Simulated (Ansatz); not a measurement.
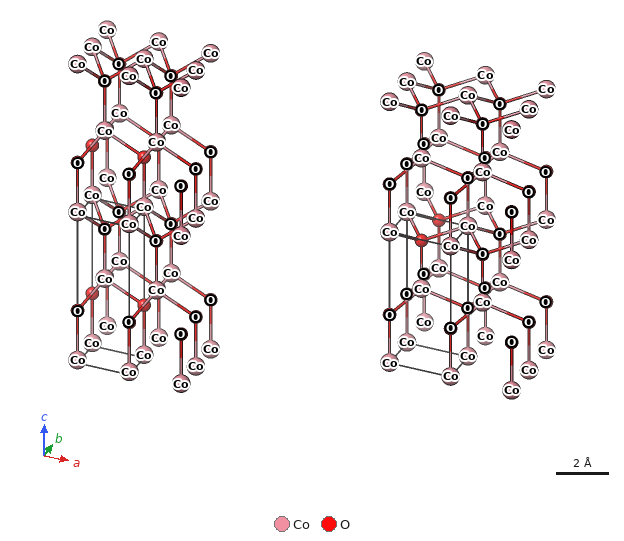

Two geometries of a crystal of CoO (set up in P3m1), drawn at one scale. One is the start of a relaxation, the other its converged end. A ball-and-stick model of the cell of the calculation, repeated 2 × 2 × 2 with one cell outlined, seen slightly off an axis.

Theory: DFT r2SCAN, scalar-relativistic, plane waves, PAW (Ansatz). Set-up: plane-wave cutoff 500 eV; k-point mesh 12 × 12 × 6; occupations gaussian; smearing width 0.02 eV; no spin polarisation; cell and atoms relaxed; force threshold 0.01 eV/Å; at most 60 steps.

Q: Which one is relaxed?

A: The left one is the relaxed one. Case: no spin polarisation. The largest moves relative to the cell, 0.10 Å, are those of Co and O atoms. Largest moves by element: Co 0.10 Å, O 0.10 Å. Cell: a = b 3.198 → 2.714 Å (−15.1 %), c 5.229 → 5.933 Å (+13.5 %). Volume −18.3 %. Among the contacts that change: Co–O 1.971 → 1.849 Å, Co–O 1.925 → 1.984 Å. Among the angles between lasting bonds that change: Co–O–Co 108.5° → 94.4°, O–Co–O 108.4° → 94.4°, Co–O–Co 110.5° → 122.1°. The space group stays P6_3mc (No. 186). After 10 accepted moves (13 points after the start) the energy has fallen by 0.837 eV per cell of the calculation. Largest force component: 0.083 eV/Å at the start, 0.00043 eV/Å at the end. Pressure: −20.16 GPa at the start and 0.00 GPa at the end. The line search rejected the trial step at point 6 of the run. The SCF was repeated twice at an unchanged geometry on a basis and grid sized afresh for the cell, which shifted the energy by 3.3 meV per cell of the calculation at most.

Limits of the set-up: an element that often carries a moment was run without spin polarisation.
